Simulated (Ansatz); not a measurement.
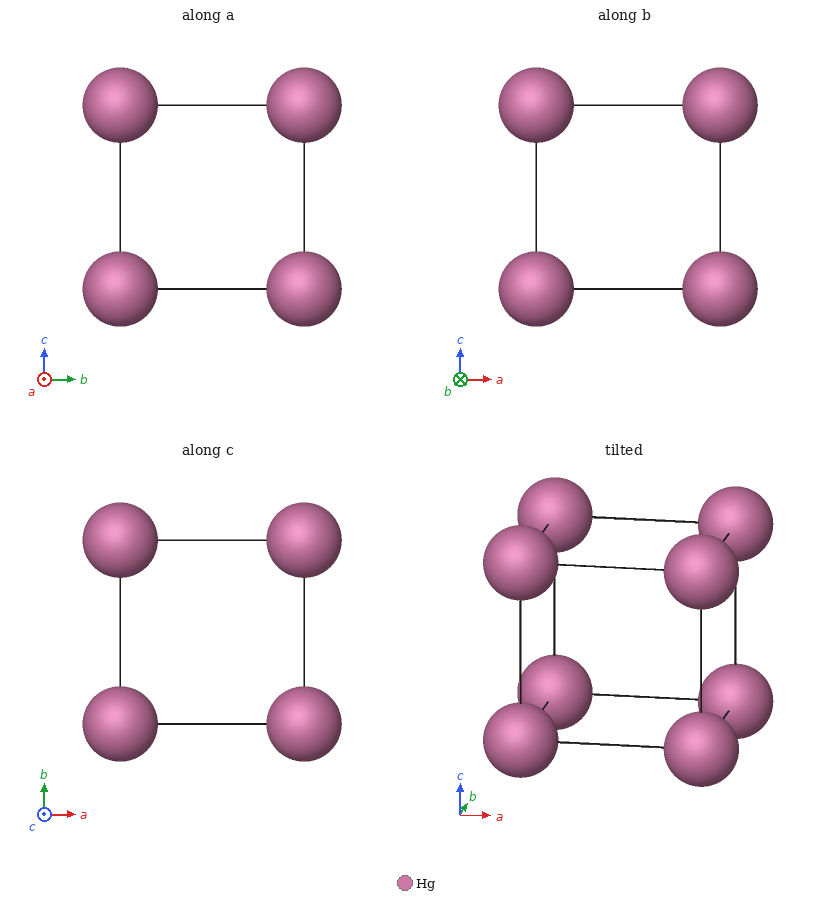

This spheres-only model is shown along the a axis, along the b axis, along the c axis and slightly off an axis. One conventional unit cell is outlined, and atoms on its boundary appear in each equivalent place.

Lattice parameters: a = 3.0944 Å, b = 3.0944 Å, c = 3.0944 Å, α = 90.000°, β = 90.000°, γ = 90.000°.

Question: Reconstruct the structure as a CIF with its space group and independent sites.

Answer:
```cif
data_structure
_symmetry_space_group_name_H-M 'P m -3 m'
_symmetry_Int_Tables_number 221
_cell_length_a 3.0944
_cell_length_b 3.0944
_cell_length_c 3.0944
_cell_angle_alpha 90.000
_cell_angle_beta 90.000
_cell_angle_gamma 90.000
_cell_volume 29.63
loop_
_atom_site_label
_atom_site_type_symbol
_atom_site_symmetry_multiplicity
_atom_site_Wyckoff_symbol
_atom_site_fract_x
_atom_site_fract_y
_atom_site_fract_z
_atom_site_occupancy
Hg1 Hg 1 a 0.0000 0.0000 0.0000 1
```

The structure comes from a structure type filled with this element by a generator (whether the element takes this form wasn't checked). Earlier steps of the study may have refined or changed the cell and positions. It was the input of a calculation with Ansatz.
